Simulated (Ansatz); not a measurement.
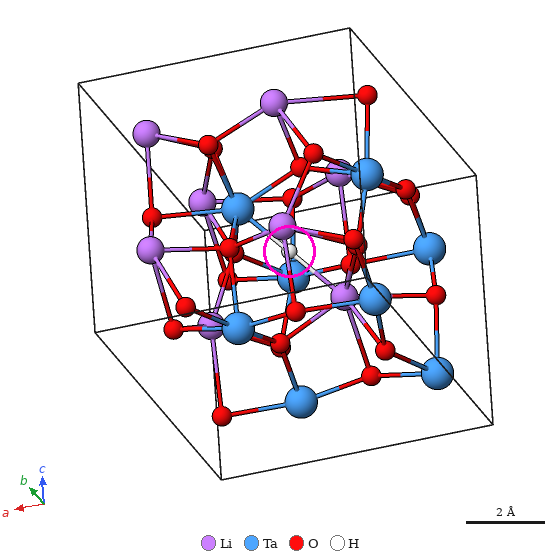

This ball-and-stick model is shown from a general direction. One supercell is framed, with atoms on its boundary repeated. The host is LiTaO3, in a cell of 40 sites, and the cell carries a charge of -1. A ring marks the defect's site.

Question: Where does the cell differ from the host, and how?

Answer: An interstitial hydrogen atom. It is bonded to one Li and one Ta in a nearly linear arrangement (about 1.8 Å to Li, 1.7 Å to Ta). Not all metal-metal contacts are counted.

The atoms were relaxed in the host's cell with DFT PBE, scalar-relativistic, plane waves, PAW (Ansatz 0.2.0).
